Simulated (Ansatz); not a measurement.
Run report: Pt, geometry relaxation (part 3 of 3)

Continued. System: Pt (defect cell, 17 atoms in the cell). Method: DFT PBE, scalar-relativistic, plane waves, PAW, no spin polarisation (Ansatz 0.2.0); cutoff 420 eV, 5×5×5 k-mesh, Gaussian smearing of 0.1 eV. The structure derives from a Materials Project entry. It belongs to a series of runs on one base structure; here: Pt interstitial, charge +0, atoms relaxed at the host's cell.

Geometry of the input (Å; fractional positions):
```
-3.9702  3.9702  -3.9702
3.9702  -3.9702  -3.9702
-3.9702  -3.9702  3.9702
Pt 0.2500  0.7500  0.0000
Pt 0.0000  0.7500  0.2500
Pt 0.7446  0.7533  0.5016
Pt 0.5000  0.5000  0.0000
Pt 0.5061  0.7570  0.7509
Pt 0.2744  0.5059  0.2572
Pt 0.0000  0.5000  0.5000
Pt 0.7500  0.2500  -0.0000
Pt 0.7578  0.4993  0.7433
Pt 0.4747  0.2509  0.2328
Pt 0.2316  0.2490  0.5009
Pt 0.0000  0.0000  0.0000
Pt -0.0000  0.2500  0.7500
Pt 0.7500  0.0000  0.2500
Pt 0.5000  0.0000  0.5000
Pt 0.2500  -0.0000  0.7500
Pt 0.5040  0.4871  0.4986
```

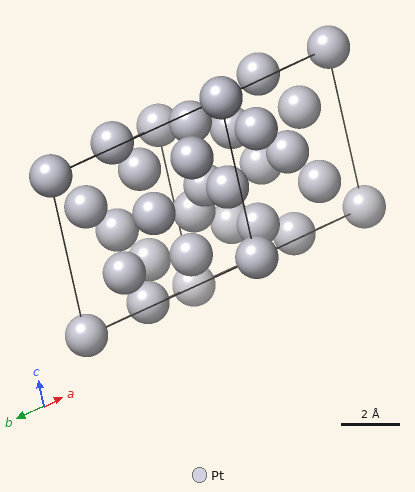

Fig. 1: The geometry at step 5 of the log (spheres-only view of the cell of the calculation, seen at an oblique angle).

## Log, continued
```
  k-point 2: bands = ["-74.9549", "-74.6108", "-74.6028", "-74.5969", "-74.5507", "-74.5466", "-74.5422", "-74.5346", "-74.5308", "-74.5220", "-74.4655", "-74.4575", "-74.4530", "-74.0809", "-74.0800", "-74.0798", "-73.9961", "-29.5910", "-29.5300", "-29.5166", "-29.2144", "-29.1847", "-29.1412", "-29.0902", "-29.0453", "-29.0119", "-28.9806", "-28.9737", "-28.9529", "-28.9297", "-28.9133", "-28.8887", "-28.8844", "-28.8785", "-28.8430", "-28.8204", "-28.7684", "-28.7561", "-28.7413", "-28.7151",
      "-28.7045", "-28.6889", "-28.6673", "-28.6597", "-28.6470", "-28.6399", "-28.6261", "-28.6229", "-28.6023", "-28.5887", "-28.5832", "-28.5699", "-28.5644", "-28.5438", "-28.5190", "-28.5105", "-28.3761", "-28.3668", "-28.3640", "-28.3298", "-28.3058", "-28.2970", "-28.2942", "-28.2006", "-28.1937", "-28.1929", "-28.1602", "-28.1589", "14.5050", "15.5466", "16.4026", "16.5229", "16.5803", "16.7899", "16.9596", "17.0315", "17.1478", "17.2683", "17.3348", "17.4675",
      "17.5333", "17.6688", "17.7720", "17.8139", "17.8508", "17.9677", "18.0643", "18.1567", "18.2118", "18.3054", "18.3996", "18.6185", "18.6636", "18.7274", "18.7823", "18.9429", "18.9830", "19.1355", "19.2476", "19.3281", "19.4645", "19.5813", "19.6546", "19.6922", "19.7826", "19.8385", "19.9297", "20.0243", "20.1418", "20.2073", "20.2940", "20.3428", "20.4290", "20.5562", "20.6809", "20.8004", "20.8579", "20.9497", "21.0078", "21.0703",
      "21.2053", "21.2265", "21.3088", "21.3774", "21.4622", "21.5557", "21.6581", "21.7578", "21.8689", "21.9162", "22.0927", "22.1740", "22.3173", "22.4215", "22.4810", "22.5904", "22.6731", "22.8619", "22.9848", "23.0334", "23.1566", "23.2434", "23.2886", "23.4013", "23.4936", "23.6128", "23.6934", "23.7503", "23.8568", "23.9461", "24.0109", "24.0761", "24.1985", "24.2377", "24.3430", "24.4075", "24.5102", "24.6477", "24.8113", "25.7168",
      "25.8760", "26.0536", "26.3296", "27.2024", "27.2529", "27.5477", "27.7073", "28.6845", "29.2538", "30.1027", "30.3021", "30.5206", "30.6582", "30.9498", "31.9335", "32.9281", "33.1251", "33.2816", "33.6934", "34.1695", "34.3792", "34.6547", "34.9812", "35.1159"]
  k-point 62: bands = ["-74.9549", "-74.6109", "-74.6037", "-74.5957", "-74.5516", "-74.5459", "-74.5419", "-74.5354", "-74.5294", "-74.5229", "-74.4662", "-74.4564", "-74.4534", "-74.0809", "-74.0800", "-74.0797", "-73.9961", "-29.5959", "-29.5255", "-29.5119", "-29.2112", "-29.1725", "-29.1539", "-29.0915", "-29.0567", "-29.0300", "-28.9881", "-28.9699", "-28.9507", "-28.9436", "-28.9106", "-28.8798", "-28.8692", "-28.8512", "-28.8339", "-28.8039", "-28.7817", "-28.7578", "-28.7396", "-28.7308",
      "-28.6996", "-28.6891", "-28.6732", "-28.6628", "-28.6503", "-28.6377", "-28.6243", "-28.6160", "-28.6096", "-28.5982", "-28.5900", "-28.5777", "-28.5641", "-28.5319", "-28.5225", "-28.5132", "-28.3792", "-28.3669", "-28.3643", "-28.3283", "-28.3040", "-28.2927", "-28.2871", "-28.2005", "-28.1944", "-28.1925", "-28.1609", "-28.1586", "14.2742", "15.9644", "16.1505", "16.4145", "16.6291", "16.9490", "17.0339", "17.0679", "17.1879", "17.3297", "17.3819", "17.4755",
      "17.5362", "17.6495", "17.7424", "17.7890", "17.8422", "17.9680", "18.0783", "18.1224", "18.2307", "18.3553", "18.4244", "18.5493", "18.7184", "18.7981", "18.8630", "18.9735", "19.0101", "19.1198", "19.1973", "19.2571", "19.4271", "19.5335", "19.5674", "19.6111", "19.7110", "19.8710", "19.9176", "20.0034", "20.0965", "20.2283", "20.3452", "20.3872", "20.4349", "20.4985", "20.6063", "20.7400", "20.7995", "20.8943", "20.9558", "21.0096",
      "21.1290", "21.2338", "21.2849", "21.4204", "21.4894", "21.6130", "21.7397", "21.8081", "21.8651", "22.0351", "22.1453", "22.2521", "22.3689", "22.4429", "22.5557", "22.6090", "22.6720", "22.8064", "22.8471", "23.0231", "23.1293", "23.1767", "23.2350", "23.3413", "23.4003", "23.5011", "23.5887", "23.7856", "23.8173", "23.8901", "24.0317", "24.1192", "24.1822", "24.2814", "24.4756", "24.5586", "24.6636", "24.9150", "25.1199", "25.3398",
      "25.7216", "25.9408", "26.6195", "26.7839", "27.1581", "27.5879", "27.7578", "28.0897", "28.4509", "30.2473", "30.8834", "31.1812", "31.6978", "31.8243", "32.1700", "32.5693", "32.6206", "33.0317", "33.2955", "34.2705", "34.5725", "34.6781", "34.8645", "35.0367"]
--- Relaxed structure (9 steps of the walk, 9 accepted, 0 SCFs on fresh bases) ---
  F+E_penalty+E_count = -212883.87370555 eV   max|allowed force component| = 1.424e-2 eV/Å
  atoms:
    - { symbol: Pt, position: [0.2607423164551257, 0.7866814438317666, 0.018166311114073463] }
    - { symbol: Pt, position: [0.02486655908758556, 0.7390377803699402, 0.2575227378822882] }
    - { symbol: Pt, position: [0.7442545280118001, 0.7377606471003815, 0.4234460319631514] }
    - { symbol: Pt, position: [0.5001041378157423, 0.5011348119029653, -0.05766725996849212] }
    - { symbol: Pt, position: [0.5139435484751107, 0.8308519359580409, 0.8129835002531065] }
    - { symbol: Pt, position: [0.26248644991612097, 0.5077038790476811, 0.1853201216344083] }
    - { symbol: Pt, position: [0.01334382279755471, 0.5055377143917207, 0.5228794969703537] }
    - { symbol: Pt, position: [0.8061588147921408, 0.27476904193272755, 0.04854970314319004] }
    - { symbol: Pt, position: [0.8161965751762663, 0.4861238408838462, 0.7997152248002259] }
    - { symbol: Pt, position: [0.49288948803736365, 0.25593864207288347, 0.17774315044348515] }
    - { symbol: Pt, position: [0.1685999623497381, 0.18347612049505743, 0.48392543586211356] }
    - { symbol: Pt, position: [-0.008461153012489033, -0.013710847500105467, 0.009706770291134446] }
    - { symbol: Pt, position: [-0.03221740403454981, 0.19384474132028462, 0.7426008161617002] }
    - { symbol: Pt, position: [0.7247758275733936, 0.03131635311874295, 0.2734015596512393] }
    - { symbol: Pt, position: [0.49375026656349363, 0.008681291803323807, 0.5170804108190904] }
    - { symbol: Pt, position: [0.2129996234865258, -0.02550891664069349, 0.7321860724609972] }
    - { symbol: Pt, position: [0.4987884995090771, 0.4988976777114371, 0.5376728985179345] }
```

## Trajectory as extended XYZ (Å, eV, eV/Å), 9 frames, from step=1 to step=9
```
17
Lattice="-3.9702 3.9702 -3.9702 3.9702 -3.9702 -3.9702 -3.9702 -3.9702 3.9702" Properties=species:S:1:pos:R:3:forces:R:3 step=1 energy=-212858.57920
Pt    1.9851   -1.9851   -3.9702   -0.1008  -0.0313  -0.3024
Pt    1.9851   -3.9702   -1.9851   -0.1263   0.2184   0.1225
Pt   -1.9567   -2.0260   -3.9557    0.1950  -0.9704 -24.1987
Pt    0.0000    0.0000   -3.9702    0.4187   0.5502  -1.0346
Pt   -1.9848   -3.9774   -2.0335    0.2368 -18.5789   0.0652
Pt   -0.1020   -1.9399   -2.0772   30.5822  -1.7514  -0.6339
Pt    0.0000   -3.9702    0.0000    0.5598   0.0709  -0.3119
Pt   -1.9851    1.9851   -3.9702   -0.1285  -0.2551  -0.3659
Pt   -3.9776   -1.9244   -2.0399  -29.3835  -0.7011  -0.3963
Pt   -1.8128   -0.0359   -1.9568    1.9792  35.8965   0.1036
Pt   -1.9194   -2.0580    0.0805    0.2521  -0.8166  18.8418
Pt    0.0000    0.0000    0.0000    0.3415  -0.1413   0.4574
Pt   -1.9851   -3.9702    1.9851   -0.1295  -0.5563   0.2545
Pt   -3.9702    1.9851   -1.9851    0.7188  -0.2077   0.2115
Pt   -3.9702    0.0000    0.0000    0.6572  -0.4846  -0.3424
Pt   -3.9702   -1.9851    1.9851    0.4804   0.3466   0.0643
Pt   -2.0469   -1.9125   -1.9550   -6.5531 -12.5883   7.4653
17
Lattice="-3.9702 3.9702 -3.9702 3.9702 -3.9702 -3.9702 -3.9702 -3.9702 3.9702" Properties=species:S:1:pos:R:3:forces:R:3 step=2 energy=-212876.23489
Pt    1.9842   -1.9850   -3.9728   -0.1882   0.1670  -0.5139
Pt    1.9841   -3.9688   -1.9843   -0.2109   0.1291   0.1038
Pt   -1.9550   -2.0322   -4.0975    0.1362   0.2658  -9.6694
Pt    0.0032    0.0041   -3.9776    0.1788   0.2895  -0.7269
Pt   -1.9832   -4.0966   -2.0331    0.3195 -11.3355  -0.1482
Pt    0.0714   -1.9483   -2.0805   11.4330  -0.5118   0.0970
Pt    0.0038   -3.9698   -0.0020    0.5505   0.0530  -0.2593
Pt   -1.9863    1.9833   -3.9731   -0.2810  -0.1956  -0.4666
Pt   -4.1563   -1.9302   -2.0418  -13.2912  -0.2379  -0.0757
Pt   -1.8022    0.1588   -1.9565   -0.5006  10.8452  -0.4296
Pt   -1.9181   -2.0630    0.2012    0.1386   0.2595  10.7081
Pt    0.0024   -0.0009    0.0033    0.2569  -0.2087   0.3348
Pt   -1.9865   -3.9743    1.9872   -0.2880  -0.3593   0.2985
Pt   -3.9645    1.9834   -1.9834    0.8995  -0.2537   0.2395
Pt   -3.9655   -0.0037   -0.0027    0.4947  -0.3227  -0.2400
Pt   -3.9660   -1.9816    1.9855    0.9409   0.7745   0.0445
Pt   -2.0767   -1.9601   -1.9203   -0.5886   0.6417   0.7034
17
Lattice="-3.9702 3.9702 -3.9702 3.9702 -3.9702 -3.9702 -3.9702 -3.9702 3.9702" Properties=species:S:1:pos:R:3:forces:R:3 step=3 energy=-212882.36742
Pt    1.9750   -1.9811   -4.0045   -0.0189   0.0462  -0.0776
Pt    1.9772   -3.9495   -1.9763   -0.0432  -0.0482   0.0059
Pt   -1.9423   -1.9775   -4.2012    0.1927   0.1912  -3.1000
Pt    0.0194    0.0241   -4.0009    0.1469   0.1380  -0.2266
Pt   -1.9631   -4.2723   -2.0496    0.2302  -3.2552  -0.1630
Pt    0.2121   -1.9612   -2.0572    3.4792  -0.0758  -0.0597
Pt    0.0026   -3.9580   -0.0110    0.0554  -0.0646  -0.0259
Pt   -2.0084    1.9626   -4.0093   -0.1183  -0.0064  -0.0544
Pt   -4.3087   -1.9272   -2.0389   -3.7849  -0.2200  -0.0702
Pt   -1.8644    0.2622   -2.0014   -0.1884   3.3239  -0.3603
Pt   -1.9137   -2.0047    0.3578    0.0697   0.2829   3.2091
Pt   -0.0037    0.0001    0.0060    0.0965  -0.0066   0.1567
Pt   -2.0092   -3.9678    2.0122   -0.2228   0.1111   0.1785
Pt   -3.9163    1.9577   -1.9635    0.0187  -0.2092   0.1105
Pt   -3.9525   -0.0137   -0.0089    0.1210  -0.1527  -0.0897
Pt   -3.9360   -1.9707    1.9916    0.2921   0.2023   0.1316
Pt   -2.0787   -2.0080   -1.8933   -0.3260  -0.2569   0.4350
17
Lattice="-3.9702 3.9702 -3.9702 3.9702 -3.9702 -3.9702 -3.9702 -3.9702 3.9702" Properties=species:S:1:pos:R:3:forces:R:3 step=4 energy=-212883.53898
Pt    1.9678   -2.0704   -4.0606   -0.0324  -0.2262   0.0174
Pt    1.9076   -3.8923   -1.9542   -0.2112  -0.0399   0.0385
Pt   -1.8292   -1.8416   -4.1775    0.2996   0.3259  -0.3253
Pt    0.1420    0.1356   -4.1127    0.0724   0.0595  -0.0691
Pt   -1.9117   -4.4284   -2.0989    0.0909  -0.3425  -0.0492
Pt    0.2153   -1.8617   -2.1601    0.3990   0.3303  -0.3059
Pt   -0.0759   -3.9517   -0.0213    0.0719  -0.0369   0.0337
Pt   -2.0963    1.9438   -4.0603   -0.2529  -0.0012   0.0004
Pt   -4.4388   -1.8820   -2.0726   -0.4856   0.0357  -0.0803
Pt   -1.8029    0.2219   -2.1382    0.3031   0.4155  -0.4210
Pt   -1.8862   -1.9184    0.4955    0.0142   0.0490   0.3308
Pt   -0.0008    0.0090    0.0683    0.0045  -0.0149   0.0012
Pt   -2.0397   -3.8991    2.1017   -0.0084   0.0079   0.2806
Pt   -3.8756    1.8633   -1.9427   -0.0319  -0.2603   0.0279
Pt   -3.9451   -0.0816   -0.0106    0.0176   0.0208  -0.0116
Pt   -3.8871   -1.9983    2.0906   -0.0060   0.0206   0.2240
Pt   -2.1544   -2.1330   -1.7945   -0.2448  -0.3433   0.3081
17
Lattice="-3.9702 3.9702 -3.9702 3.9702 -3.9702 -3.9702 -3.9702 -3.9702 3.9702" Properties=species:S:1:pos:R:3:forces:R:3 step=5 energy=-212883.81766
Pt    1.9764   -2.2088   -4.1049   -0.1141  -0.0438   0.1987
Pt    1.7756   -3.8435   -1.9672   -0.0580  -0.1487   0.1125
Pt   -1.6954   -1.6930   -4.1740    0.0098  -0.0118   0.0159
Pt    0.2363    0.2238   -4.2104   -0.1986  -0.2012   0.2032
Pt   -1.9053   -4.4980   -2.0960    0.0138   0.0939  -0.0305
Pt    0.2148   -1.7113   -2.2899   -0.0166   0.0560  -0.0270
Pt   -0.1596   -3.9764   -0.0007    0.1844  -0.0199   0.0243
Pt   -2.2361    1.9527   -4.1043   -0.0664  -0.1073   0.1723
Pt   -4.4976   -1.8786   -2.0696    0.0567   0.0568  -0.0428
Pt   -1.6740    0.2092   -2.2823    0.0630   0.0207  -0.0045
Pt   -1.8893   -1.9089    0.5477    0.0499  -0.0427  -0.0449
Pt   -0.0212   -0.0099    0.1525    0.0137  -0.0272  -0.1489
Pt   -2.0241   -3.8428    2.2454   -0.0631  -0.1833   0.0439
Pt   -3.8340    1.7224   -1.9529   -0.1849  -0.0300   0.0970
Pt   -3.9661   -0.1595    0.0155   -0.0211   0.1891   0.0098
Pt   -3.8410   -1.9946    2.2210   -0.1887  -0.0956   0.0048
Pt   -2.1703   -2.1677   -1.7782    0.5203   0.4954  -0.5838
17
Lattice="-3.9702 3.9702 -3.9702 3.9702 -3.9702 -3.9702 -3.9702 -3.9702 3.9702" Properties=species:S:1:pos:R:3:forces:R:3 step=6 energy=-212883.85418
Pt    1.9729   -2.1987   -4.0942    0.0116  -0.0348   0.0399
Pt    1.7831   -3.8548   -1.9645   -0.0349  -0.0318  -0.0173
Pt   -1.7026   -1.7013   -4.1788   -0.0027  -0.0058  -0.1152
Pt    0.2251    0.2126   -4.2009    0.0009  -0.0048   0.0037
Pt   -1.9114   -4.4842   -2.0902   -0.0367   0.0374   0.0401
Pt    0.2183   -1.7165   -2.2834    0.1095   0.0221  -0.0026
Pt   -0.1316   -3.9856    0.0077    0.0274  -0.0415   0.0421
Pt   -2.2291    1.9491   -4.0935   -0.0426   0.0094   0.0350
Pt   -4.4896   -1.8851   -2.0627    0.0200  -0.0254   0.0432
Pt   -1.6772    0.2157   -2.2756    0.0123   0.1386   0.0031
Pt   -1.8929   -1.9202    0.5361   -0.0228  -0.0633  -0.0391
Pt   -0.0264   -0.0155    0.1306   -0.0347  -0.0364  -0.0130
Pt   -2.0268   -3.8536    2.2372    0.0232  -0.0463   0.0406
Pt   -3.8437    1.7327   -1.9487   -0.0340  -0.0236  -0.0110
Pt   -3.9712   -0.1351    0.0206   -0.0419   0.0241   0.0400
Pt   -3.8511   -1.9966    2.2088   -0.0517   0.0128   0.0188
Pt   -2.1568   -2.1477   -1.7967    0.0970   0.0693  -0.1083
17
Lattice="-3.9702 3.9702 -3.9702 3.9702 -3.9702 -3.9702 -3.9702 -3.9702 3.9702" Properties=species:S:1:pos:R:3:forces:R:3 step=7 energy=-212883.87142
Pt    2.0171   -2.1613   -4.0839    0.0099   0.0151  -0.0241
Pt    1.8144   -3.8610   -2.0122    0.0038   0.0248  -0.0160
Pt   -1.7092   -1.6536   -4.2054    0.0556   0.0074  -0.0267
Pt    0.2320    0.2210   -4.2071   -0.0173  -0.0070   0.0203
Pt   -1.9714   -4.4843   -2.1075    0.0295   0.0316  -0.0450
Pt    0.2421   -1.7108   -2.3218    0.0089   0.0510  -0.0284
Pt   -0.1206   -4.0296    0.0202   -0.0200  -0.0234  -0.0005
Pt   -2.3032    1.9169   -4.0991    0.0147   0.0061   0.0361
Pt   -4.4831   -1.8677   -1.9906    0.0238   0.0213  -0.0188
Pt   -1.6445    0.2399   -2.2658   -0.0005   0.0081  -0.0435
Pt   -1.8723   -1.9872    0.5201    0.0508   0.0298  -0.0240
Pt   -0.0610   -0.0212    0.1253   -0.0186  -0.0203   0.0171
Pt   -2.0498   -3.8461    2.3092    0.0094  -0.0083  -0.0042
Pt   -3.8413    1.6715   -1.9189   -0.0090  -0.0002  -0.0079
Pt   -3.9772   -0.1239    0.0576   -0.0305  -0.0189   0.0211
Pt   -3.8555   -1.9589    2.1668    0.0235   0.0212  -0.0087
Pt   -2.1273   -2.1285   -1.8351   -0.1340  -0.1384   0.1532
17
Lattice="-3.9702 3.9702 -3.9702 3.9702 -3.9702 -3.9702 -3.9702 -3.9702 3.9702" Properties=species:S:1:pos:R:3:forces:R:3 step=8 energy=-212883.87371
Pt    2.0160   -2.1602   -4.0864    0.0020  -0.0023   0.0072
Pt    1.8130   -3.8578   -2.0105    0.0056  -0.0045  -0.0051
Pt   -1.7070   -1.6554   -4.2028    0.0054   0.0077  -0.0018
Pt    0.2330    0.2249   -4.2041   -0.0142  -0.0142   0.0090
Pt   -1.9695   -4.4859   -2.1114    0.0056   0.0038  -0.0041
Pt    0.2378   -1.7093   -2.3221   -0.0007   0.0053  -0.0030
Pt   -0.1218   -4.0301    0.0159   -0.0009  -0.0037   0.0047
Pt   -2.3025    1.9170   -4.0988   -0.0100   0.0000   0.0029
Pt   -4.4855   -1.8646   -1.9955    0.0042   0.0085  -0.0046
Pt   -1.6464    0.2351   -2.2673    0.0042  -0.0023   0.0022
Pt   -1.8622   -1.9804    0.5235    0.0125   0.0111  -0.0044
Pt   -0.0594   -0.0177    0.1266   -0.0048  -0.0008  -0.0078
Pt   -2.0508   -3.8458    2.3066    0.0076  -0.0012   0.0070
Pt   -3.8387    1.6677   -1.9164   -0.0126  -0.0085  -0.0080
Pt   -3.9788   -0.1271    0.0582    0.0010   0.0041   0.0030
Pt   -3.8539   -1.9600    2.1626    0.0017   0.0025   0.0002
Pt   -2.1343   -2.1351   -1.8264   -0.0067  -0.0056   0.0025
17
Lattice="-3.9702 3.9702 -3.9702 3.9702 -3.9702 -3.9702 -3.9702 -3.9702 3.9702" Properties=species:S:1:pos:R:3:forces:R:3 step=9 energy=-212883.87371
Pt    2.0160   -2.1602   -4.0864    0.0020  -0.0023   0.0072
Pt    1.8130   -3.8578   -2.0105    0.0056  -0.0045  -0.0051
Pt   -1.7070   -1.6554   -4.2028    0.0054   0.0078  -0.0018
Pt    0.2330    0.2249   -4.2041   -0.0142  -0.0142   0.0090
Pt   -1.9695   -4.4859   -2.1114    0.0056   0.0038  -0.0041
Pt    0.2378   -1.7093   -2.3221   -0.0007   0.0053  -0.0030
Pt   -0.1218   -4.0301    0.0159   -0.0009  -0.0037   0.0047
Pt   -2.3025    1.9170   -4.0988   -0.0100   0.0000   0.0029
Pt   -4.4855   -1.8646   -1.9955    0.0042   0.0085  -0.0046
Pt   -1.6464    0.2351   -2.2673    0.0042  -0.0022   0.0022
Pt   -1.8622   -1.9804    0.5235    0.0125   0.0111  -0.0044
Pt   -0.0594   -0.0177    0.1266   -0.0048  -0.0008  -0.0078
Pt   -2.0508   -3.8458    2.3066    0.0076  -0.0012   0.0070
Pt   -3.8387    1.6677   -1.9164   -0.0126  -0.0085  -0.0080
Pt   -3.9788   -0.1271    0.0582    0.0010   0.0041   0.0030
Pt   -3.8539   -1.9600    2.1626    0.0018   0.0025   0.0002
Pt   -2.1343   -2.1351   -1.8264   -0.0067  -0.0055   0.0025
```

## Key numbers

| quantity | value |
| --- | --- |
| outcome | converged |
| electrons treated | 306 |
| free energy | −212883.8737 eV |
| Fermi energy | 24.234 eV |
| gap on the k-point mesh | none (metallic) |
| final volume | 250.33 Å³ |
| largest force (length of the vector) at the end | 0.022 eV/Å |
| hardware | 4 threads of Intel Xeon @ 2.70GHz, 189 GiB of memory available, shared host |
| wall time | 17 min (CPU time 66 min) |
| peak memory | 2.7 GiB |

## Notes

Spin–orbit coupling is left out, which matters for Pt.
